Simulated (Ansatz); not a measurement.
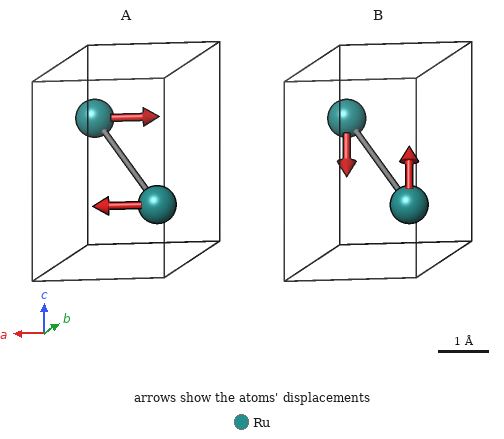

Modes of crystalline Ru relaxed at 11 GPa, space group P6₃/mmc (No. 194), at the zone centre (one member of each degenerate set). Displacements are drawn as red arrows; their common scale and sign are arbitrary. The picture is a ball-and-stick view of the cell of the calculation, seen from a free direction.

The calculation used Ansatz 0.2.0, DFT LDA, scalar-relativistic, plane waves, PAW.

The frequencies depend somewhat on the k-mesh and the smearing.

Which are infrared-active and which Raman-active?

Answer. A is E₂g, Raman-active by symmetry (212 cm⁻¹). B is B₁g, silent by symmetry (neither infrared- nor Raman-active) (290 cm⁻¹). The crystal has a centre of inversion, so no mode is both. In a metal the free carriers screen the infrared response.
